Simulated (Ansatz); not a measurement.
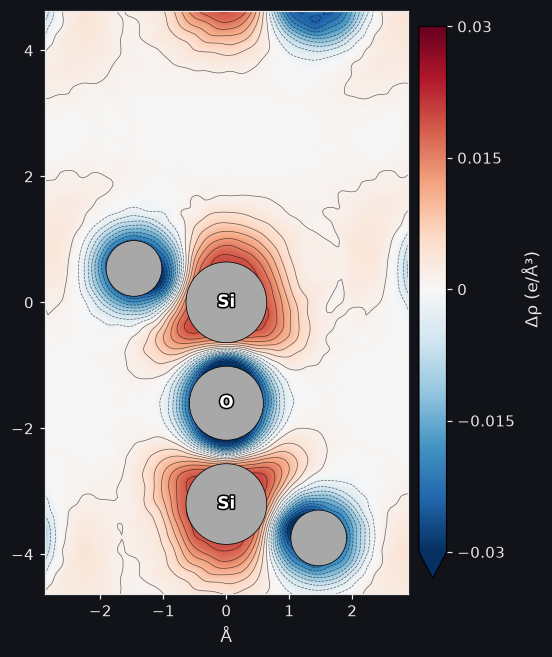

SiO₂. Difference of the valence pseudo-densities of two functionals at the same geometry, on the (010) plane of the calculation cell: PBEsol less r2SCAN.

Both computed with Ansatz (plane waves, PAW), on the same k-point mesh. Grey discs cover the atomic cores.

> What does the difference map show?

Against r2SCAN, PBEsol gives more density around Si (+0.006 e/Å³ on average at 0.9 Å from the nucleus), less density around O (−0.015 e/Å³ on average at 0.7 Å from the nucleus) and a change of −0.009 e/Å³ at the midpoint of Si–O.
